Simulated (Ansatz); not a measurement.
ZnO: single-point calculation (part 2 of 2)

The same run, continued: ZnO (32 atoms in the cell); DFT PBE, scalar-relativistic, plane waves, PAW, no spin polarisation (Ansatz 0.2.0); cutoff 420 eV, 3×3×2 k-mesh, Gaussian smearing of 0.02 eV. The structure derives from a Materials Project entry. It belongs to a series of runs on one base structure; here: the perfect crystal in a cell of 32 atoms.

Log, continued:
```
  k-point 1: bands = ["-10.9340", "-10.7774", "-10.6335", "-10.5510", "-10.5275", "-10.4520", "-10.4520", "-10.3884", "-10.3884", "-10.3875", "-10.3805", "-10.3053", "-10.3053", "-10.2792", "-10.2519", "-10.2519", "0.8245", "0.8960", "0.9234", "0.9344", "0.9640", "0.9640", "0.9814", "1.0216", "1.0338", "1.0338", "1.0580", "1.0580", "1.1904", "1.2338", "1.2465", "1.2771", "1.2771", "1.2905", "1.2944", "1.3202", "1.3563", "1.3734", "1.3750", "1.4210",
      "1.4210", "1.4481", "1.4481", "1.4495", "1.4594", "1.4820", "1.5143", "1.5525", "1.5708", "1.5708", "1.5805", "1.6005", "1.6297", "1.6297", "1.7154", "1.7154", "1.7197", "1.7284", "1.7284", "1.7909", "1.8478", "1.8478", "1.8941", "1.8941", "2.1848", "2.2015", "2.2187", "2.2187", "2.2474", "2.2990", "2.3111", "2.3135", "2.3161", "2.3248", "2.3248", "2.3329", "2.3329", "2.3505", "2.3759", "2.3759",
      "2.3894", "2.4067", "2.4086", "2.4356", "2.4529", "2.4662", "2.4864", "2.4864", "2.4953", "2.5054", "2.5054", "2.5875", "2.5972", "2.5972", "2.6781", "2.6781", "2.9302", "2.9313", "2.9313", "3.0835", "3.1257", "3.1257", "3.3781", "3.3781", "3.5257", "3.5300", "3.5300", "3.7172", "3.8422", "3.9308", "4.0133", "4.0133", "4.3826", "4.3826", "4.4565", "4.4808", "4.4808", "4.8310", "4.9026", "4.9909",
      "4.9909", "4.9960", "5.0933", "5.2112", "5.2112", "5.3343", "5.4586", "5.4586", "5.4986", "5.5131", "5.6255", "5.6255", "5.6635", "5.6649", "5.6649", "5.7345", "5.7842", "5.9129", "5.9413", "6.0285", "6.0909", "6.2572", "6.4120", "6.4960", "9.0784", "10.1141", "10.9234", "11.3998", "11.5140", "12.4101", "12.4101", "12.5239", "12.5769", "12.5769", "12.6225", "13.3226", "13.3226", "13.7587", "14.1178", "14.1178",
      "14.7424", "14.7424", "14.8152", "14.9265", "15.0520", "15.0520", "15.1328", "15.1328", "15.2329", "15.2329", "15.3128", "15.4332", "15.5607", "15.8066", "16.6592", "16.6592"]
  k-point 2: bands = ["-10.7152", "-10.7152", "-10.7152", "-10.5935", "-10.5935", "-10.5935", "-10.4223", "-10.4223", "-10.4223", "-10.3023", "-10.3023", "-10.3023", "-10.3001", "-10.3001", "-10.2937", "-10.2937", "0.8967", "0.8967", "0.8967", "0.9640", "0.9640", "0.9640", "0.9913", "0.9913", "0.9913", "1.1511", "1.1689", "1.1689", "1.1689", "1.2348", "1.2348", "1.2768", "1.3666", "1.3666", "1.3666", "1.3672", "1.3672", "1.3672", "1.3869", "1.3869",
      "1.3869", "1.4174", "1.4174", "1.4174", "1.4699", "1.4699", "1.5168", "1.5168", "1.5168", "1.5232", "1.5646", "1.5646", "1.5646", "1.6608", "1.6608", "1.6608", "1.7175", "1.7175", "1.7175", "1.8186", "1.9048", "1.9048", "2.0285", "2.0285", "2.1609", "2.1609", "2.1609", "2.1894", "2.2272", "2.2669", "2.2798", "2.2798", "2.2798", "2.2933", "2.2985", "2.2985", "2.2985", "2.3371", "2.3371", "2.3371",
      "2.4031", "2.4031", "2.4031", "2.4468", "2.4468", "2.4468", "2.4523", "2.4523", "2.4568", "2.4568", "2.4568", "2.5775", "2.5775", "2.5775", "2.6867", "2.6867", "3.0757", "3.0757", "3.0757", "3.0979", "3.0979", "3.1882", "3.2120", "3.2120", "3.7695", "3.7864", "3.7864", "3.7864", "4.2304", "4.2304", "4.2304", "4.3427", "4.3427", "4.3427", "4.4494", "4.4494", "4.4494", "4.4845", "4.9730", "4.9730",
      "4.9750", "4.9750", "4.9750", "4.9901", "5.0685", "5.0685", "5.0685", "5.2656", "5.2656", "5.2656", "5.4336", "5.4336", "5.7252", "5.7252", "5.7252", "5.8367", "5.8367", "5.8367", "6.0398", "6.0398", "6.0398", "6.1164", "6.1164", "6.1164", "10.5302", "10.5302", "10.5302", "11.1978", "11.1978", "11.1978", "12.4509", "12.4509", "12.4509", "13.6945", "13.6945", "13.6945", "14.2328", "14.2328", "14.4152", "14.4245",
      "14.4245", "14.5889", "14.7318", "14.7895", "15.0530", "15.0530", "15.0530", "15.6043", "15.6043", "15.6043", "15.6593", "15.6593", "16.0759", "16.0759", "16.0759", "16.1403"]
```

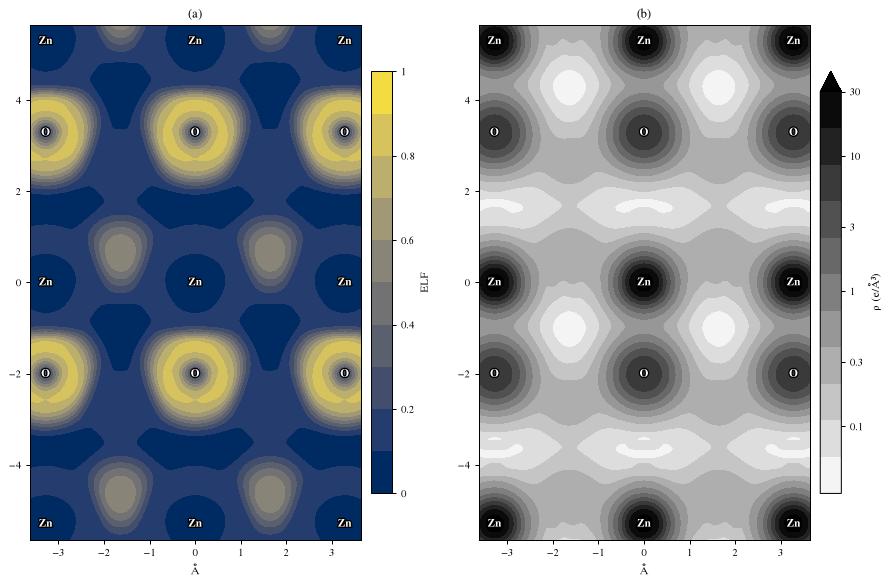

**Figure 1.** (a) ELF; (b) valence charge density (pseudo) on the (100) plane of the calculation cell. The plane passes through Zn and O nuclei. Zn–O (2.01 Å): ρ is about 0.56 e/Å³ halfway; the ELF is about 0.25 at the midpoint. Away from the nuclei the density in this plane falls to 0.03 e/Å³ at its lowest. The fields are those of the smooth PAW valence density.

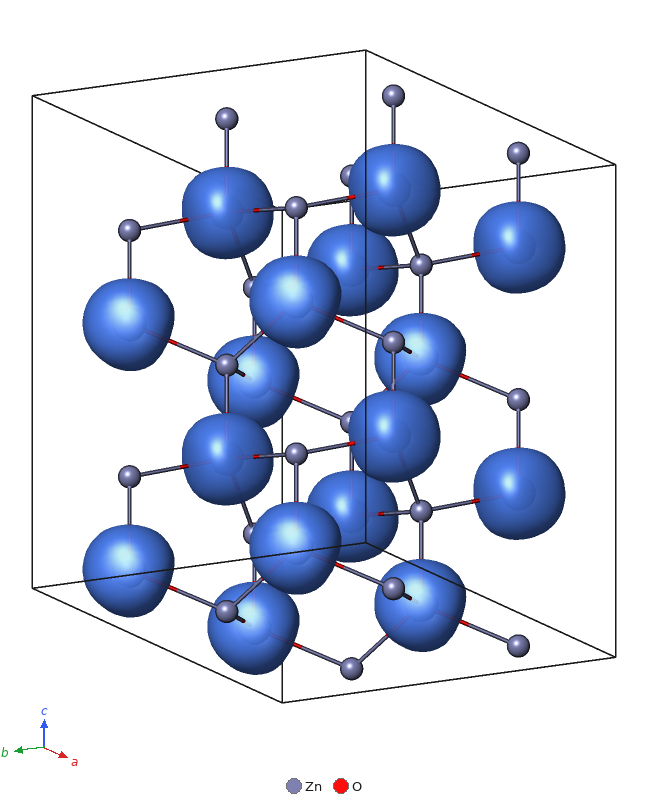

**Figure 2.** Isosurface of the electron localisation function at 0.65 (blue), seen at an oblique angle. Core shells and regions of very low density are left out. Sticks mark near contacts. The outline is the calculation cell. Values along the shortest contacts: Zn–O (2.00 Å): the ELF is about 0.25 at the midpoint.

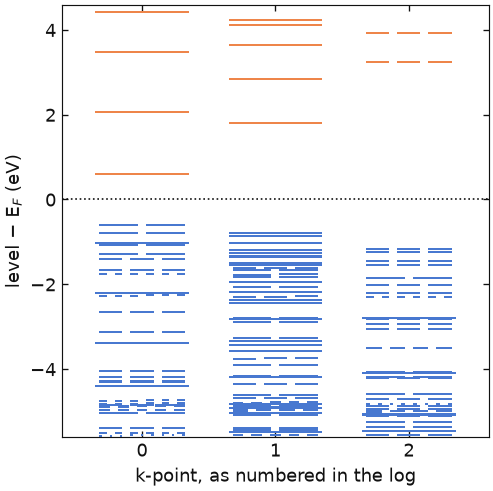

**Figure 3.** Kohn–Sham levels near the Fermi level (dotted) at the few k-points that the log prints; levels within 0.02 eV of each other stand side by side. Among these points the highest filled and lowest empty levels are 1.19 eV apart, which is the gap on the mesh.

This output came from the following input.

The input:
```yaml
crystal:
  lattice:
    - [6.558774886, -1.0e-10, 0.0]
    - [-3.2793874431, -5.680065669, 0.0]
    - [0.0, 0.0, -10.5863553027]
  atoms:
    - { symbol: Zn, position: [0.1666666667, 0.3333333333, 0.2496989007] }
    - { symbol: Zn, position: [0.1666666667, 0.3333333333, 0.7496989007] }
    - { symbol: Zn, position: [0.6666666667, 0.3333333333, 0.2496989007] }
    - { symbol: Zn, position: [0.6666666667, 0.3333333333, 0.7496989007] }
    - { symbol: Zn, position: [0.1666666667, 0.8333333333, 0.2496989007] }
    - { symbol: Zn, position: [0.1666666667, 0.8333333333, 0.7496989007] }
    - { symbol: Zn, position: [0.6666666667, 0.8333333333, 0.2496989007] }
    - { symbol: Zn, position: [0.6666666667, 0.8333333333, 0.7496989007] }
    - { symbol: Zn, position: [0.8333333333, 0.1666666667, 0.4996989007] }
    - { symbol: Zn, position: [0.8333333333, 0.1666666667, 0.9996989007] }
    - { symbol: Zn, position: [0.3333333333, 0.1666666667, 0.4996989007] }
    - { symbol: Zn, position: [0.3333333333, 0.1666666667, 0.9996989007] }
    - { symbol: Zn, position: [0.8333333333, 0.6666666667, 0.4996989007] }
    - { symbol: Zn, position: [0.8333333333, 0.6666666667, 0.9996989007] }
    - { symbol: Zn, position: [0.3333333333, 0.6666666667, 0.4996989007] }
    - { symbol: Zn, position: [0.3333333333, 0.6666666667, 0.9996989007] }
    - { symbol: O, position: [0.1666666667, 0.3333333333, 0.0601460993] }
    - { symbol: O, position: [0.1666666667, 0.3333333333, 0.5601460993] }
    - { symbol: O, position: [0.6666666667, 0.3333333333, 0.0601460993] }
    - { symbol: O, position: [0.6666666667, 0.3333333333, 0.5601460993] }
    - { symbol: O, position: [0.1666666667, 0.8333333333, 0.0601460993] }
    - { symbol: O, position: [0.1666666667, 0.8333333333, 0.5601460993] }
    - { symbol: O, position: [0.6666666667, 0.8333333333, 0.0601460993] }
    - { symbol: O, position: [0.6666666667, 0.8333333333, 0.5601460993] }
    - { symbol: O, position: [0.8333333333, 0.1666666667, 0.3101460993] }
    - { symbol: O, position: [0.8333333333, 0.1666666667, 0.8101460993] }
    - { symbol: O, position: [0.3333333333, 0.1666666667, 0.3101460993] }
    - { symbol: O, position: [0.3333333333, 0.1666666667, 0.8101460993] }
    - { symbol: O, position: [0.8333333333, 0.6666666667, 0.3101460993] }
    - { symbol: O, position: [0.8333333333, 0.6666666667, 0.8101460993] }
    - { symbol: O, position: [0.3333333333, 0.6666666667, 0.3101460993] }
    - { symbol: O, position: [0.3333333333, 0.6666666667, 0.8101460993] }
basis:
  ecutwfc: 420
  xc_grid: 2
kpoints:
  mp_grid: { grid: [3, 3, 2], shift: [0.0, 0.0, 0.5] }
hamiltonian:
  xc: pbe
scf:
  occupations: { method: gaussian, width: 0.02 }
output:
  forces: true
  stress: true
  eigenvalues: true
  write_density: true
  write_potential: true
  elf: true
  volumetric_format: npy
```

Launched with:
```bash
ansatz run input.yaml --threads 8 --pin off --max-ram 14336MiB --backend cpu --events-out ev --progress --plain --runs-dir out
```

Key numbers:

```json
{"quantity": "outcome", "value": "converged"}
{"quantity": "space group (tolerance 0.01 Å)", "value": "P6₃mc (186)"}
{"quantity": "electrons treated", "value": "288"}
{"quantity": "free energy", "value": "−62189.5359 eV"}
{"quantity": "Fermi energy", "value": "7.279 eV"}
{"quantity": "gap on the k-point mesh", "value": "1.19 eV"}
{"quantity": "pressure", "value": "0.03 GPa"}
{"quantity": "largest force (length of the vector)", "value": "0.002 eV/Å"}
{"quantity": "hardware", "value": "8 threads of Arm Neoverse V2, 24 GiB of memory available, shared host"}
{"quantity": "wall time", "value": "4.9 s (CPU time 36 s)"}
{"quantity": "peak memory", "value": "1.2 GiB"}
```
